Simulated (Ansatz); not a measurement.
```
CELL_PARAMETERS angstrom
2.44415 0.00000 2.44415
-2.44415 2.44415 0.00000
-9.77659 -9.77659 9.77659
ATOMIC_POSITIONS crystal
Cu 0.00000 0.00000 0.00000
Cu 0.66667 0.33333 0.33333
Cu 0.33333 0.66667 0.66667
O 0.33333 0.66667 0.29167
O 0.00000 0.00000 0.62500
O 0.66667 0.33333 0.95833
O 0.66667 0.33333 0.20833
O 0.33333 0.66667 0.54167
O 0.00000 0.00000 0.87500
Cu 0.33333 0.66667 0.16667
Cu 0.00000 0.00000 0.50000
Cu 0.66667 0.33333 0.83333
O 0.00000 0.00000 0.12500
O 0.66667 0.33333 0.45833
O 0.33333 0.66667 0.79167
O 0.33333 0.66667 0.04167
O 0.00000 0.00000 0.37500
O 0.66667 0.33333 0.70833
```

Space group Fm-3m; started from the fluorite prototype, which need not be the ambient phase; not relaxed (largest force 0.4 eV/Å); Hubbard U of 4 eV on Cu d only; the program warned that a starting moment wasn't kept; spin-polarised.

All numbers below come from DFT PBE+U, scalar-relativistic, plane waves, PAW (Ansatz).

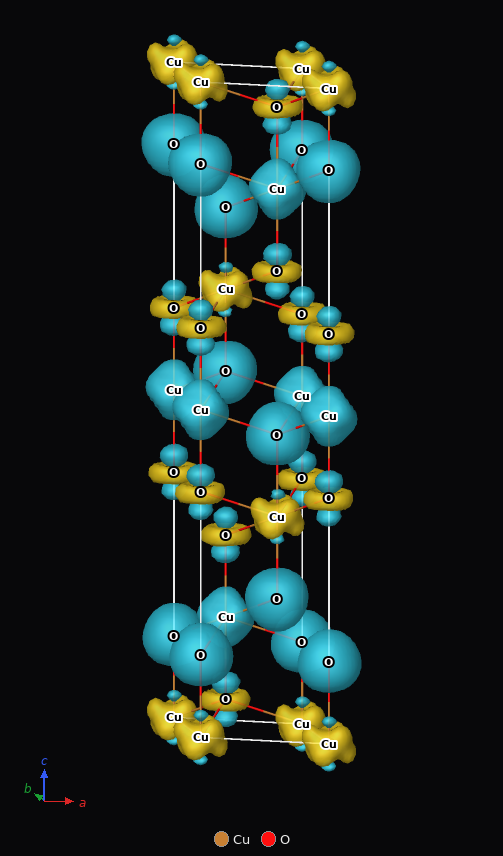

CuO$_{2}$. Isosurfaces of the spin density (up minus down) at +0.08 (yellow) and −0.08 e/Å³ (cyan), seen slightly off an axis. Sticks mark near contacts.

The density is the valence pseudo-density of a PAW calculation; it isn't the true density close to the nuclei.

Question: Which atoms carry the moments, and with what signs?

Answer: The spin density sits on O: −0.9 μB (×6); Cu: −0.7 μB (×3) in one cell of 18 atoms, with smaller moments on other sites: Cu (up to +0.29 μB): parallel moments on the main sites in this solution. The cell of the calculation (6 atoms) carries 2.1 μB of net spin moment.
